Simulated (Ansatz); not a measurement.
Run report: C, single-point calculation (part 1 of 2)

- system: C (slab, 20 atoms in the cell)
- method: DFT PBEsol, scalar-relativistic, plane waves, PAW, no spin polarisation (Ansatz 0.2.0)

The structure derives from an entry of the Crystallography Open Database. It belongs to a series of runs on one base structure; here: (0 0 1) slab cut from the bulk. Figures and captions count atoms from 1; the log counts them from 0 in places.

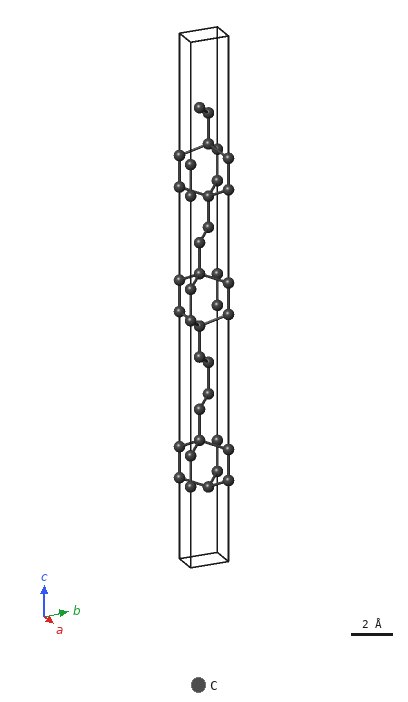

The input geometry (ball-and-stick view of the cell of the calculation, with the vacuum cut short, seen slightly off an axis). An atom can appear more than once, as a periodic image.

### Key numbers

- outcome: converged
- electrons treated: 80
- free energy: −4927.9856 eV
- work function, top face: 5.62 eV
- work function, bottom face: 5.61 eV
- Fermi energy: 6.478 eV
- gap on the k-point mesh: none (metallic)
- work function (upper face): 5.62 eV
- largest force (length of the vector): 4.828 eV/Å
- hardware: 2 threads of Intel Xeon (Granite Rapids), 32 GiB of memory available, shared host
- wall time: 12 s (CPU time 24 s)
- peak memory: 0.56 GiB

### Remarks

Warnings of the run: the exchange-correlation potential is rough where the density is thin.

### Input file
```yaml
crystal:
  lattice:
    - [2.5068463374, 0.0, 0.0]
    - [-1.2534231687, 2.1709926116, 0.0]
    - [0.0, 0.0, 34.071592834]
  atoms:
    - { symbol: C, position: [0.3333333333, 0.6666666667, 0.2201247249] }
    - { symbol: C, position: [0.0, 0.0, 0.2352977179] }
    - { symbol: C, position: [0.0, 0.0, 0.2804227512] }
    - { symbol: C, position: [0.6666666667, 0.3333333333, 0.295504114] }
    - { symbol: C, position: [0.6666666667, 0.3333333333, 0.3406291472] }
    - { symbol: C, position: [0.3333333333, 0.6666666667, 0.3558021403] }
    - { symbol: C, position: [0.3333333333, 0.6666666667, 0.4016339824] }
    - { symbol: C, position: [0.6666666667, 0.3333333333, 0.416811764] }
    - { symbol: C, position: [0.6666666667, 0.3333333333, 0.4619062974] }
    - { symbol: C, position: [0.0, 0.0, 0.4770840789] }
    - { symbol: C, position: [0.0, 0.0, 0.5229159211] }
    - { symbol: C, position: [0.6666666667, 0.3333333333, 0.5380889141] }
    - { symbol: C, position: [0.6666666667, 0.3333333333, 0.5832139474] }
    - { symbol: C, position: [0.3333333333, 0.6666666667, 0.5982953102] }
    - { symbol: C, position: [0.3333333333, 0.6666666667, 0.6434203434] }
    - { symbol: C, position: [0.0, 0.0, 0.6585933364] }
    - { symbol: C, position: [0.0, 0.0, 0.7044251786] }
    - { symbol: C, position: [0.3333333333, 0.6666666667, 0.7196029601] }
    - { symbol: C, position: [0.3333333333, 0.6666666667, 0.7646974935] }
    - { symbol: C, position: [0.6666666667, 0.3333333333, 0.7798752751] }
basis:
  ecutwfc: 420
kpoints:
  mp_grid: { grid: [12, 12, 1] }
hamiltonian:
  xc: pbesol
scf:
  occupations: { method: gaussian, width: 0.05 }
output:
  forces: true
  stress: true
  eigenvalues: true
  write_density: true
  write_potential: true
  elf: true
  volumetric_format: npy
efield:
  axis: 3
  dipole_correction: true
  ramp_width: 0.04
```

Launch command:
```bash
ansatz run input.yaml --threads 2 --pin off --max-ram 5120MiB --backend cpu --events-out ev --progress --plain --runs-dir out
```

### Log
```
Engine: ansatz 0.2.0, x86_64-unknown-linux-gnu
Pseudopotentials: kind: paw
Pseudopotential: C, paw, valence charge 4, recommended cutoff 420 eV (normal), C.paw.azcp
Functional definition: PBEsol
  exchange = pbesol_x
  correlation = pbesol_c
Crystal: 20 atoms, lattice volume = 185.429 Å³
Basis set: ecut = 420 eV, 3611 PW (Γ), exchange–correlation on 36×36×480 points (8 copies of the dense FFT grid, shifted against one another)
Bands: 60, of which v1, the nominal top of the filled ones, is band 40 counted from 1 (39 counted from 0)
Symmetry: 6 space group operations
Space group: P3m1 (ITA 156), of the structure as read, at distance tolerance 5.7e-5 Å
k-points: 19 of 144 (time reversal used)
Non-local potential: C, projectors of the file, l = 0: 2, l = 1: 2, l = 2: 1
PAW form: soft (Blöchl's): semilocal exchange-correlation on the pseudo side does not see the compensation charge
PAW frozen core: C, regenerated for the run's functional, and the local potential with it (the file was generated under x = pbe(κ = 0.804, μ = 0.2195149727645171), c = pbe(β = 0.06672455060314922))
PAW one-centre angular grid: C, 110 points (default); XC on 64 Gauss nodes
Initial density: superposition of atomic densities (neutral atoms: chi_scale 0, normalization atom), corrected by the library's trained network
Initial wavefunctions: pseudopotential atomic-orbital guess
Functional: x = pbesol(κ = 0.804, μ = 0.12345679012345678), c = pbesol(β = 0.046)
SCF iter   1: F=—  HF=-4928.138518 eV  |F-HF|=—  |Δ(HF+E_count)|=         —  Δρ=1.80e-2  dr2=7.90e0  ethr=1.77e-3  p=0.000 e·Å  D=3.12e-4 V/Å  ΔV_dip=-0.01 eV  dr2_dipole=9.75e0  V_vac-E_F(+/−)=6.45/6.46 eV  ⟨swp⟩=10.9  Hψ=7189  notcnv=0  defer=202
efield: sawtooth ramp at fractional position 0.9800 (placed from the atoms, in the widest stretch of the axis that holds none; the zero of the levels goes with the place), width 0.0400; the density the first Hamiltonian is built on has a dipole p = 0.000 e·Å; the dipole correction subtracts the counter field D = 3.12e-4 V/Å, which shifts the + side's vacuum level by -0.01 eV against the − side's; the planar-averaged density in the ramp window peaks in size at 1.0e-4 e/Å³
preconditioner: auto → LDOS  [metal: Δε(μ)=0.011 eV  Ē_g=16.498 eV  σ=0.050 eV  W_gap=0.12  n_scr=24 (ndim 8)  ℏωp=24.4 eV  f_vac=0.354  D(μ)=12.19/eV (n_scr^D=162)  β→1.0]
SCF iter   2: F=—  HF=-4928.052320 eV  |F-HF|=—  |Δ(HF+E_count)|=   8.62e-2  Δρ=9.38e-3  dr2=9.23e-1  ethr=1.77e-3  p=-0.003 e·Å  D=-2.58e-3 V/Å  ΔV_dip=0.09 eV  dr2_dipole=5.15e-1  V_vac-E_F(+/−)=6.18/6.10 eV  ⟨swp⟩=1.9  Hψ=1399  notcnv=0  defer=254
SCF iter   3: F=—  HF=-4928.100431 eV  |F-HF|=—  |Δ(HF+E_count)|=   4.81e-2  Δρ=8.67e-3  dr2=7.68e-1  ethr=1.15e-3  p=-0.001 e·Å  D=-1.07e-3 V/Å  ΔV_dip=0.04 eV  dr2_dipole=8.98e-4  V_vac-E_F(+/−)=5.88/5.85 eV  ⟨swp⟩=3.4  Hψ=2465  notcnv=0  defer=266
SCF iter   4: F=—  HF=-4928.025676 eV  |F-HF|=—  |Δ(HF+E_count)|=   7.48e-2  Δρ=6.75e-3  dr2=3.55e-1  ethr=9.60e-4  p=-0.001 e·Å  D=-1.42e-3 V/Å  ΔV_dip=0.05 eV  dr2_dipole=1.78e-2  V_vac-E_F(+/−)=5.87/5.82 eV  ⟨swp⟩=3.4  Hψ=2324  notcnv=0  defer=271
SCF iter   5: F=—  HF=-4928.009267 eV  |F-HF|=—  |Δ(HF+E_count)|=   1.64e-2  Δρ=4.96e-3  dr2=1.87e-1  ethr=4.43e-4  p=-0.001 e·Å  D=-9.97e-4 V/Å  ΔV_dip=0.03 eV  dr2_dipole=1.32e-3  V_vac-E_F(+/−)=5.57/5.54 eV  ⟨swp⟩=2.7  Hψ=1234  notcnv=0  defer=271
SCF iter   6: F=—  HF=-4927.994912 eV  |F-HF|=—  |Δ(HF+E_count)|=   1.44e-2  Δρ=3.10e-3  dr2=8.06e-2  ethr=2.34e-4  p=-0.001 e·Å  D=-6.08e-4 V/Å  ΔV_dip=0.02 eV  dr2_dipole=1.18e-3  V_vac-E_F(+/−)=5.33/5.31 eV  ⟨swp⟩=2.8  Hψ=1289  notcnv=0  defer=271
SCF iter   7: F=—  HF=-4927.990622 eV  |F-HF|=—  |Δ(HF+E_count)|=   4.29e-3  Δρ=2.07e-3  dr2=4.66e-2  ethr=1.01e-4  p=-0.001 e·Å  D=-6.13e-4 V/Å  ΔV_dip=0.02 eV  dr2_dipole=6.03e-3  V_vac-E_F(+/−)=5.26/5.24 eV  ⟨swp⟩=2.2  Hψ=1343  notcnv=0  defer=264
SCF iter   8: F=—  HF=-4927.985226 eV  |F-HF|=—  |Δ(HF+E_count)|=   5.40e-3  Δρ=1.53e-3  dr2=2.96e-2  ethr=5.82e-5  p=-0.001 e·Å  D=-5.32e-4 V/Å  ΔV_dip=0.02 eV  dr2_dipole=1.91e-2  V_vac-E_F(+/−)=5.31/5.29 eV  ⟨swp⟩=2.7  Hψ=1160  notcnv=0  defer=258
SCF iter   9: F=—  HF=-4927.985093 eV  |F-HF|=—  |Δ(HF+E_count)|=   1.33e-4  Δρ=8.67e-4  dr2=8.05e-3  ethr=3.71e-5  p=-0.001 e·Å  D=-5.26e-4 V/Å  ΔV_dip=0.02 eV  dr2_dipole=1.66e-3  V_vac-E_F(+/−)=5.39/5.37 eV  ⟨swp⟩=1.9  Hψ=960  notcnv=0  defer=258
SCF iter  10: F=—  HF=-4927.985557 eV  |F-HF|=—  |Δ(HF+E_count)|=   4.64e-4  Δρ=4.79e-4  dr2=2.32e-3  ethr=1.01e-5  p=-0.000 e·Å  D=-2.99e-4 V/Å  ΔV_dip=0.01 eV  dr2_dipole=1.98e-3  V_vac-E_F(+/−)=5.52/5.51 eV  ⟨swp⟩=2.8  Hψ=1377  notcnv=0  defer=255
SCF iter  11: F=—  HF=-4927.985654 eV  |F-HF|=—  |Δ(HF+E_count)|=   9.68e-5  Δρ=2.77e-4  dr2=3.72e-4  ethr=2.91e-6  p=-0.000 e·Å  D=-2.04e-4 V/Å  ΔV_dip=0.01 eV  dr2_dipole=4.32e-5  V_vac-E_F(+/−)=5.57/5.56 eV  ⟨swp⟩=2.6  Hψ=1409  notcnv=0  defer=258
SCF iter  12: F=—  HF=-4927.985674 eV  |F-HF|=—  |Δ(HF+E_count)|=   1.96e-5  Δρ=1.97e-4  dr2=1.72e-4  ethr=4.65e-7  p=-0.000 e·Å  D=-1.36e-4 V/Å  ΔV_dip=0.00 eV  dr2_dipole=2.63e-5  V_vac-E_F(+/−)=5.60/5.60 eV  ⟨swp⟩=2.3  Hψ=1525  notcnv=0  defer=257
SCF iter  13: F=—  HF=-4927.985663 eV  |F-HF|=—  |Δ(HF+E_count)|=   1.04e-5  Δρ=1.36e-4  dr2=8.25e-5  ethr=2.15e-7  p=-0.000 e·Å  D=-1.01e-4 V/Å  ΔV_dip=0.00 eV  dr2_dipole=2.61e-5  V_vac-E_F(+/−)=5.61/5.61 eV  ⟨swp⟩=2.1  Hψ=1333  notcnv=0  defer=257
SCF iter  14: F=—  HF=-4927.985651 eV  |F-HF|=—  |Δ(HF+E_count)|=   1.24e-5  Δρ=1.05e-4  dr2=5.09e-5  ethr=1.03e-7  p=-0.000 e·Å  D=-1.06e-4 V/Å  ΔV_dip=0.00 eV  dr2_dipole=5.98e-6  V_vac-E_F(+/−)=5.62/5.62 eV  ⟨swp⟩=2.1  Hψ=1327  notcnv=0  defer=257
SCF iter  15: F=—  HF=-4927.985649 eV  |F-HF|=—  |Δ(HF+E_count)|=   2.28e-6  Δρ=7.34e-5  dr2=2.96e-5  ethr=6.37e-8  p=-0.000 e·Å  D=-1.19e-4 V/Å  ΔV_dip=0.00 eV  dr2_dipole=2.46e-6  V_vac-E_F(+/−)=5.62/5.62 eV  ⟨swp⟩=2.2  Hψ=1283  notcnv=0  defer=257
SCF iter  16: F=—  HF=-4927.985647 eV  |F-HF|=—  |Δ(HF+E_count)|=   1.64e-6  Δρ=5.69e-5  dr2=2.43e-5  ethr=3.70e-8  p=-0.000 e·Å  D=-1.54e-4 V/Å  ΔV_dip=0.01 eV  dr2_dipole=8.02e-6  V_vac-E_F(+/−)=5.62/5.61 eV  ⟨swp⟩=1.7  Hψ=1056  notcnv=0  defer=257
SCF iter  17: F=—  HF=-4927.985648 eV  |F-HF|=—  |Δ(HF+E_count)|=   1.36e-6  Δρ=4.94e-5  dr2=2.11e-5  ethr=3.04e-8  p=-0.000 e·Å  D=-2.07e-4 V/Å  ΔV_dip=0.01 eV  dr2_dipole=1.43e-5  V_vac-E_F(+/−)=5.62/5.61 eV  ⟨swp⟩=1.4  Hψ=954  notcnv=0  defer=257
SCF iter  18: F=—  HF=-4927.985648 eV  |F-HF|=—  |Δ(HF+E_count)|=   1.04e-7  Δρ=3.93e-5  dr2=1.29e-5  ethr=2.64e-8  p=-0.000 e·Å  D=-2.64e-4 V/Å  ΔV_dip=0.01 eV  dr2_dipole=9.33e-6  V_vac-E_F(+/−)=5.62/5.61 eV  ⟨swp⟩=2.2  Hψ=1187  notcnv=0  defer=257
SCF iter  19: F=—  HF=-4927.985646 eV  |F-HF|=—  |Δ(HF+E_count)|=   2.20e-6  Δρ=2.67e-5  dr2=4.38e-6  ethr=1.61e-8  p=-0.000 e·Å  D=-3.38e-4 V/Å  ΔV_dip=0.01 eV  dr2_dipole=3.92e-6  V_vac-E_F(+/−)=5.62/5.61 eV  ⟨swp⟩=2.0  Hψ=1189  notcnv=0  defer=257
SCF iter  20: F=—  HF=-4927.985646 eV  |F-HF|=—  |Δ(HF+E_count)|=   2.04e-7  Δρ=1.69e-5  dr2=1.18e-6  ethr=5.47e-9  p=-0.000 e·Å  D=-3.62e-4 V/Å  ΔV_dip=0.01 eV  dr2_dipole=3.10e-7  V_vac-E_F(+/−)=5.62/5.61 eV  ⟨swp⟩=2.2  Hψ=1253  notcnv=0  defer=257
SCF iter  21: F=—  HF=-4927.985647 eV  |F-HF|=—  |Δ(HF+E_count)|=   8.15e-7  Δρ=1.07e-5  dr2=3.82e-7  ethr=1.48e-9  p=-0.000 e·Å  D=-3.79e-4 V/Å  ΔV_dip=0.01 eV  dr2_dipole=3.09e-8  V_vac-E_F(+/−)=5.62/5.61 eV  ⟨swp⟩=2.4  Hψ=1425  notcnv=0  defer=257
SCF iter  22: F=—  HF=-4927.985647 eV  |F-HF|=—  |Δ(HF+E_count)|=   1.70e-7  Δρ=8.28e-6  dr2=2.35e-7  ethr=4.78e-10  p=-0.000 e·Å  D=-3.85e-4 V/Å  ΔV_dip=0.01 eV  dr2_dipole=8.41e-8  V_vac-E_F(+/−)=5.62/5.61 eV  ⟨swp⟩=2.1  Hψ=1466  notcnv=0  defer=257
SCF iter  23: F=—  HF=-4927.985647 eV  |F-HF|=—  |Δ(HF+E_count)|=   6.27e-8  Δρ=6.36e-6  dr2=1.13e-7  ethr=2.94e-10  p=-0.000 e·Å  D=-3.92e-4 V/Å  ΔV_dip=0.01 eV  dr2_dipole=2.92e-8  V_vac-E_F(+/−)=5.62/5.61 eV  ⟨swp⟩=2.1  Hψ=1308  notcnv=0  defer=257
SCF iter  24: F=-4927.985647 eV  HF=-4927.985647 eV  |F-HF|=7.24e-8  |Δ(HF+E_count)|=   6.94e-8  Δρ=5.39e-6  dr2=8.58e-8  ethr=1.25e-10  p=-0.000 e·Å  D=-3.96e-4 V/Å  ΔV_dip=0.01 eV  dr2_dipole=1.41e-8  V_vac-E_F(+/−)=5.62/5.61 eV  ⟨swp⟩=35.5  Hψ=13368  notcnv=0
SCF 1 converged in 24 iterations: F = -4927.985647 eV  dr2 = 8.58e-8
  greatest PAW one-centre occupation: 0.658 electrons in one spin orbital (limit 2), on the C atom at site 0 (counted from 0), in its partial waves of l = 0
```

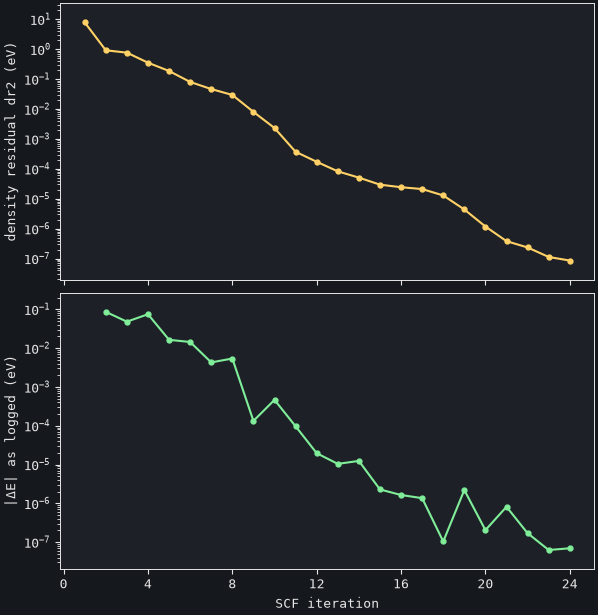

Convergence of the self-consistent field: density residual dr2 and size of the energy change against the SCF iteration. The residual falls at every step.
